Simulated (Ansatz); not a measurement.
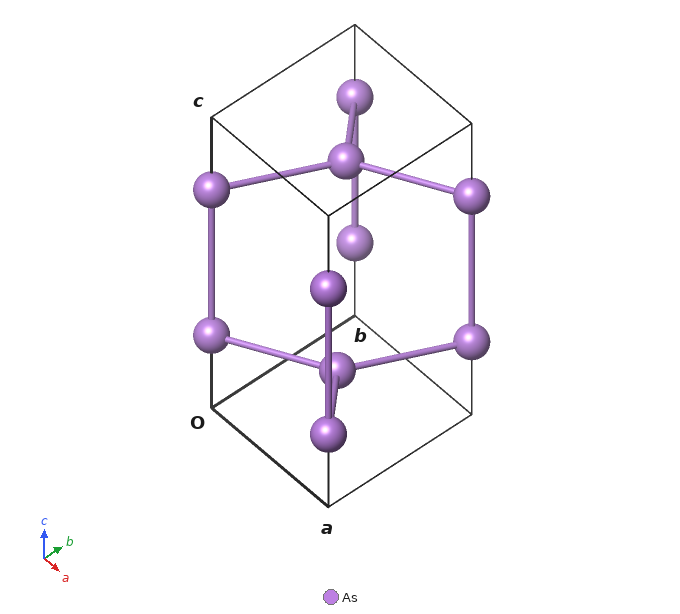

One unit cell is drawn above. Crystal: As, coordinates from a relaxation with DFT r2SCAN, scalar-relativistic, plane waves, PAW in Ansatz 0.2.0; the starting structure was generated, so it need not be a known form of this composition. Symmetry computed with spglib at a tolerance of 0.002 Å; standard conventional cell.

```
As
1.0
     4.43139    0.00000    0.00000
    -2.21570    3.83770    0.00000
     0.00000    0.00000    5.46804
As
4
Cartesian
  0.0000 0.0000 1.3670
  0.0000 0.0000 4.1010
  0.0000 2.5585 4.1010
  2.2157 1.2792 1.3670
```

What is its point group?

6/mmm (D6h), order 24, hexagonal system: one sixfold axis, six twofold axes, seven mirror planes, an inversion centre.

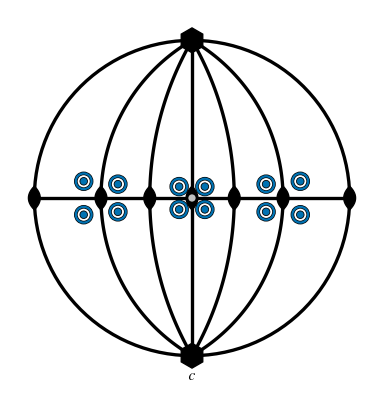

Stereographic projection: filled dots lie in the upper hemisphere, open rings in the lower; heavy lines are mirror planes (a heavy rim: a mirror in the plane of the page); lens, triangle, square and hexagon are 2-, 3-, 4- and 6-fold axes, a lens in an open square is −4, a triangle in an open hexagon −6; thin dashed diameters join the ends of axes that lie in the page; a small open circle marks inversion. The poles are one general form. The b axis points at the viewer.

What does this class allow?

Class 6/mmm is centrosymmetric, so neither piezoelectric nor pyroelectric; it is not chiral. Its Laue class is 6/mmm.
